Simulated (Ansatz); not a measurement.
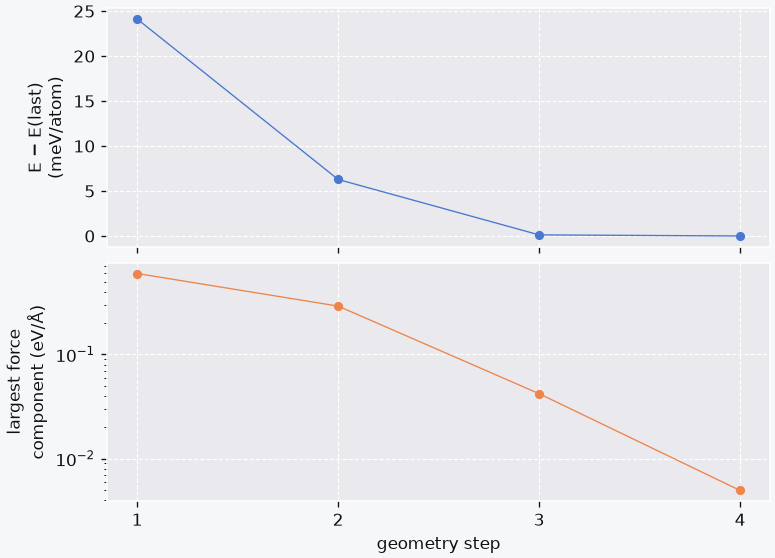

History of a geometry optimisation. Only the atoms move.

Zn16S15 (defect cell, 31 atoms in the cell, total charge +2); Ansatz 0.2.0, DFT PBE, scalar-relativistic, plane waves, PAW; cutoff 420 eV, 2×2×2 k-mesh, Gaussian smearing of 0.01 eV.

**How did the optimisation end?**

The optimisation met its thresholds at geometry 4, counting the start as the first. The energy fell by about 24 meV/atom from the first step to the last. The largest force component goes from about 0.6 eV/Å at the start to 5 × 10⁻³ eV/Å at the end.
